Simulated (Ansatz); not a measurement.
**Single-point calculation of SiC3**

SiC3 (R3m, 4 atoms in the cell), set up with DFT, PBEsol, plane waves, PAW (Ansatz 0.2.0).

The structure was built on a prototype by a generator. The geometry comes from this level: r2SCAN. It belongs to a series of runs on one base structure; here: magnetization.initial_magnetization = 0.5.

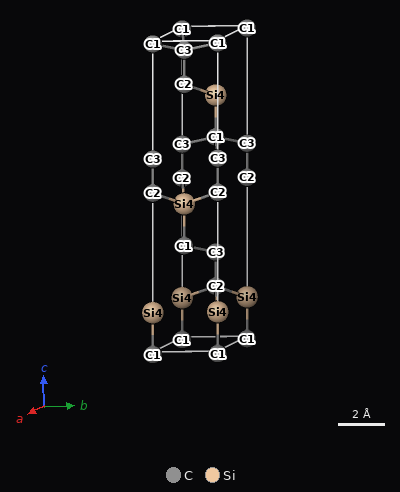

*The input geometry (ball-and-stick view of the cell 3 times as large as that of the calculation, set on its symmetry axes, seen slightly off an axis; atoms are numbered from 1 in the order of the input).*

Near neighbours in the crystal (not all of them lie inside the picture): C has 3 C at 1.72 Å and 1 Si at 1.89 Å; C has 1 C at 1.54 Å and 3 Si at 1.79 Å; C has 4 C at 1.54 to 1.72 Å; Si has 4 C at 1.79 to 1.89 Å.

**The input**
```yaml
crystal:
  lattice:
    - [1.4154339595, 0.8172011775, 4.6700734293]
    - [-1.4154339595, 0.8172011775, 4.6700734293]
    - [0.0, -1.6344023551, 4.6700734293]
  atoms:
    - { symbol: C, position: [1.0082378924, 0.0082378924, 0.0082378924] }
    - { symbol: C, position: [0.4889604674, 0.4889604674, 0.4889604674] }
    - { symbol: C, position: [0.3791724033, 0.3791724033, 0.3791724033] }
    - { symbol: Si, position: [0.8736292368, 0.8736292368, 0.8736292368] }
kpoints:
  mp_grid: { grid: [8, 8, 8] }
hamiltonian:
  xc: pbesol
scf:
  occupations: { method: fixed }
  n_extra_bands: 5
  max_iter: 94
output:
  forces: true
  stress: true
  eigenvalues: true
magnetization:
  spin_polarized: true
  initial_magnetization: 0.5
```

Hardware: 4 CPU threads, shared host.

Run as:
```bash
ansatz run input.yaml --threads 4 --pin off --max-ram 3686MiB --backend cpu --events-out ev --progress --plain --runs-dir out
```

**The program's output**
```
Error: inconsistent input (scf.occupations.method, magnetization): a σ = 0 step fill (method: fixed, or a smearing width below the step floor) with no hard lock on the total moment puts the same N_el/2 bands in each spin channel, which gives a total moment of zero, but the starting moments sum to +0.5000 μB; make the starting moments (crystal.atoms[].spin / magnetization.per_species / magnetization.initial_magnetization) sum to zero, or set magnetization.spin_locking.lock_magnetization: hard with an even integer magnetization.initial_magnetization, or use a smearing method with a finite width, such as fermi_dirac
```

**Outcome**

| quantity | value |
| --- | --- |
| outcome | refused by the program |
| space group (tolerance 0.01 Å) | R3m (160) |

**What went wrong**

Settings chosen away from the usual ones: magnetization.initial_magnetization = 0.5. The program refused the input: “inconsistent input (scf.occupations.method, magnetization): a σ = 0 step fill (method: fixed, or a smearing width below the step floor) with no hard lock on the total moment puts the same N_el/2 bands in each spin channel, which gives a total moment of zero, but the starting moments sum to +0.5000 μB …”
